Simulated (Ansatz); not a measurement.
Consider TaN.

```
Ta N
1.0
     2.92177    0.00000    0.00000
    -1.46088    2.53033    0.00000
     0.00000    0.00000    5.91652
Ta N
2 2
Direct
  0.00000 0.00000 0.50000
  0.00000 0.00000 0.00000
  0.33333 0.66667 0.25000
  0.66667 0.33333 0.75000
```

Space group P6₃/mmc; a structure from a database of computed crystals, not necessarily the ambient phase; computed pressure about −10 GPa in this cell.

Method: Ansatz, Kohn-Sham DFT of a periodic cell, PBE0, Ansatz PAW.

What will maps of the valence pseudo-density and electron localisation function show?

Ta–N (2.24 Å): ρ at the midpoint is about 0.51 e/Å³; the ELF peaks at about 0.80 in the valence shell of N, 0.7 Å from its nucleus, and is about 0.15 at the midpoint (no shared electron pair shows on this line).

Metal or insulator at this level of theory?

It is gapless in this calculation (a metal or semimetal); semilocal functionals without U, or without the true magnetic order, often close the gap of such compounds.

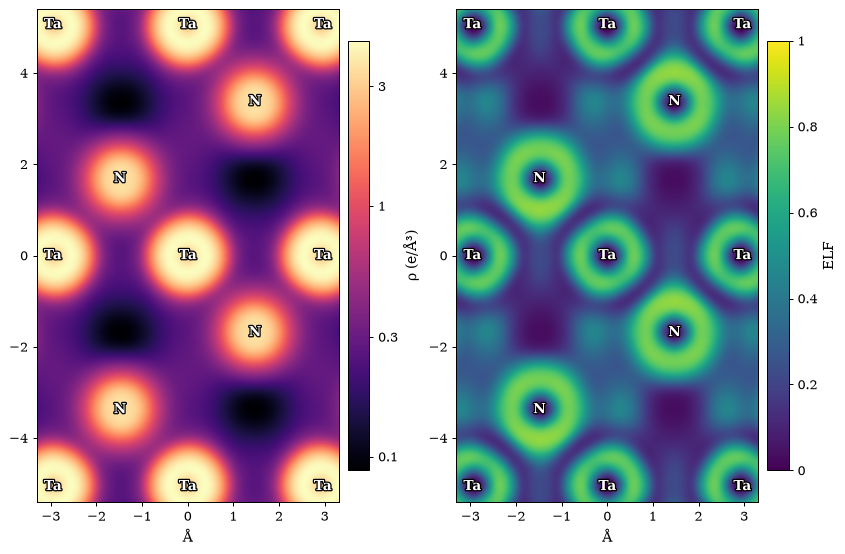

Computed valence pseudo-density and electron localisation function on the (110) plane of the conventional cell, in this order. 

The density is the valence pseudo-density of a PAW calculation; it isn't the true density close to the nuclei.
